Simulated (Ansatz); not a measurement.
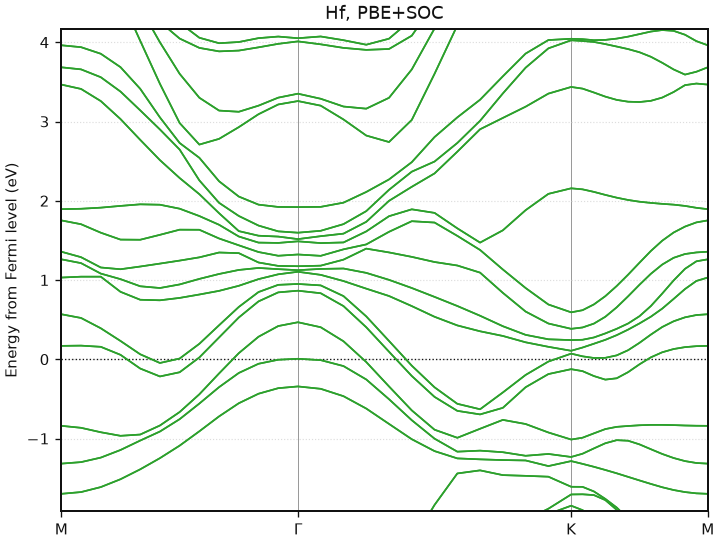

Band structure. Energies are counted from the Fermi level.

System: a (001) slab cut from Hf (P6_3/mmc), 4 atoms in the cell; a = 3.20 Å, b = 3.20 Å, c = 22.60 Å, α = 90.00°, β = 90.00°, γ = 120.00°.

Method: DFT PBE, spin-orbit coupling, plane waves, PAW, 12×12×1 k mesh, 420 eV cutoff, Gaussian smearing of 0.1 eV (Ansatz).

Is there a gap at the Fermi level?

Answer. A metal: bands cross the Fermi level along this path.

Which levels at K lie nearest to the Fermi level?

Answer. At K the nearest levels lie 0.12 eV below and 0.07 eV above the Fermi level.
